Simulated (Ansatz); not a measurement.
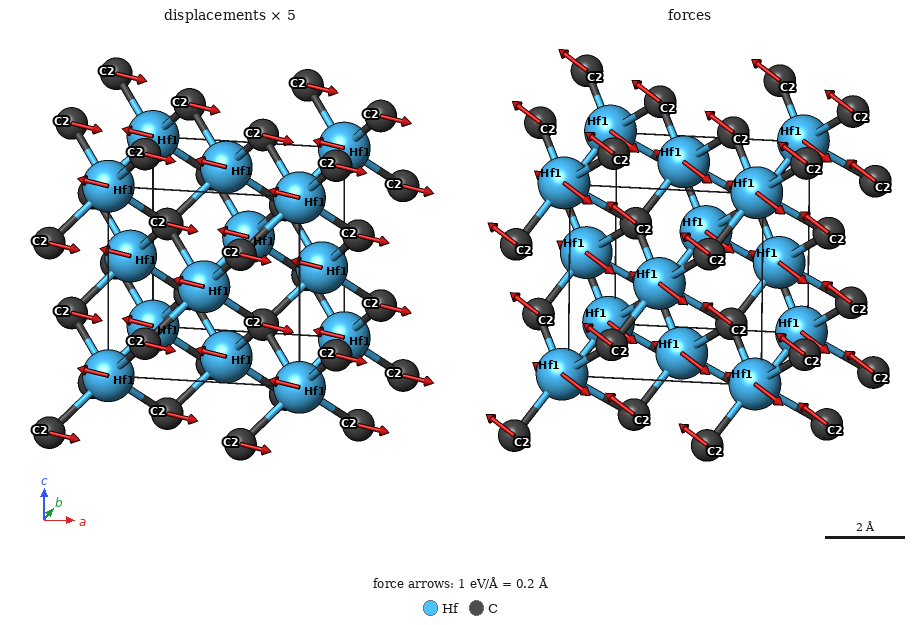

Left: a crystal of HfC (built on the zincblende type), with red arrows for the displacements applied to it (without the part that the change of the cell carries along). Right: the displaced structure with the computed forces. Besides, the cell is strained by +2.4 % along [1 1 1], −0.1 % roughly along [1 0 −1], −1.0 % along [1 −3 2] (volume +1.3 %). Style: ball-and-stick. Shown: the conventional cell (4 times the calculation's cell), slightly off an axis. Lengths and directions refer to the drawn axes.

Theory: DFT r2SCAN, scalar-relativistic, plane waves, PAW in Ansatz. Settings: plane-wave cutoff 500 eV; k-point mesh 12 × 12 × 12; occupations gaussian; smearing width 0.05 eV; no spin polarisation.

Question: Describe the distortion and the response.

Answer: Atoms are displaced by 0.18 Å relative to the cell: C2 0.18 Å roughly along [3 −1 0], Hf1 0.18 Å roughly along [−3 1 0]. No relaxation follows. Among the bonded contacts that change: C–Hf 2.176 → 1.925 to 2.406 Å. The space group (tolerance 0.01 Å) goes from F-43m (No. 216) to P1 (No. 1). Energy change: +415 meV per atom. The pressure goes from 0.1 to 6.4 GPa. The principal stresses (compression positive) are 32.6 GPa along [1 −2 −2], −6.0 GPa along [2 2 −1], −7.4 GPa along [3 −2 3]. The largest forces, 5.2 eV/Å, act on Hf1 and C2; on C2 it points along [−2 1 1]. The forces mostly point back along the displacements (cosine −0.93).
